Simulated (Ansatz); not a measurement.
Input

```
crystal:
  lattice:
    - [1.643300345, 0.9487598965, 6.497266994]
    - [-1.643300345, 0.9487598965, 6.497266994]
    - [0.0, -1.8975197931, 6.497266994]
  atoms:
    - { symbol: W, position: [0.0, 0.0, 0.0] }
    - { symbol: Se, position: [0.2462563272, 0.2462563272, 0.2462563272] }
    - { symbol: Se, position: [0.7537436728, 0.7537436728, 0.7537436728] }
kpoints:
  mp_grid: { grid: [10, 10, 10] }
  band_path:
    path:
      - [[0.0, 0.0, 0.0], [0.5, 0.5, 0.5], [0.8191179049526, 0.1808820950474, 0.5]]
      - [[0.5, -0.1808820950474, 0.1808820950474], [0.5, -1.318524171714e-16, 1.563361500003e-17], [0.0, 0.0, 0.0], [0.3404410475237, -0.3404410475237, 1.358892377329e-18]]
      - [[0.6595589524763, -1.251751583446e-16, 0.3404410475237], [0.5, -1.445116583706e-16, 0.5], [0.0, 0.0, 0.0]]
    npoints: 10
hamiltonian:
  xc: pbe
scf:
  occupations: { method: fermi_dirac, width: 0.02 }
  n_extra_bands: 4
output:
  forces: true
  stress: true
  eigenvalues: true
  write_density: true
  write_potential: true
  elf: true
  volumetric_format: npy
```

Launched as:

```sh
ansatz run input.yaml --threads 2 --pin off --max-ram 2211MiB --backend cpu --events-out ev --progress --plain --runs-dir out
```

Below, planes, directions and counts refer to the conventional cell (a = 3.29 Å, b = 3.29 Å, c = 19.49 Å, α = 90.00°, β = 90.00°, γ = 120.00°).

Space group R-3m; started from the CdCl2 (3R octahedral) bulk prototype, which need not be the ambient phase; not relaxed (largest force 0.3 eV/Å); computed pressure about 3 GPa in this cell.

The calculation used DFT, PBE, plane waves, PAW in Ansatz.

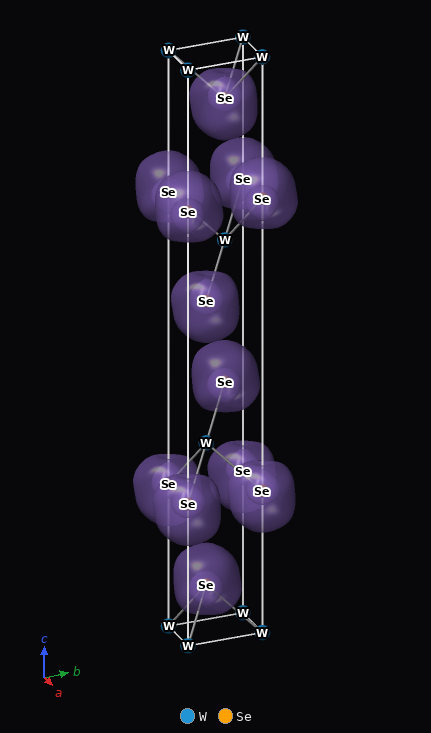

WSe$_{2}$. Isosurface of the electron localisation function at 0.65 (purple), seen slightly off an axis. Core shells and regions of very low density are left out. Sticks mark near contacts.

Core electrons are frozen (PAW), and the valence fields are smoothed inside the atomic spheres.

Question: Describe the localisation domains.

Answer: At this value the surface marks out six regions wrapped around Se (the valence shell of each), counted in one cell of 9 atoms. Any copies at cell faces, edges or corners count once.

Values along the shortest contacts:
W–Se (2.55 Å): the ELF is about 0.45 at the midpoint.
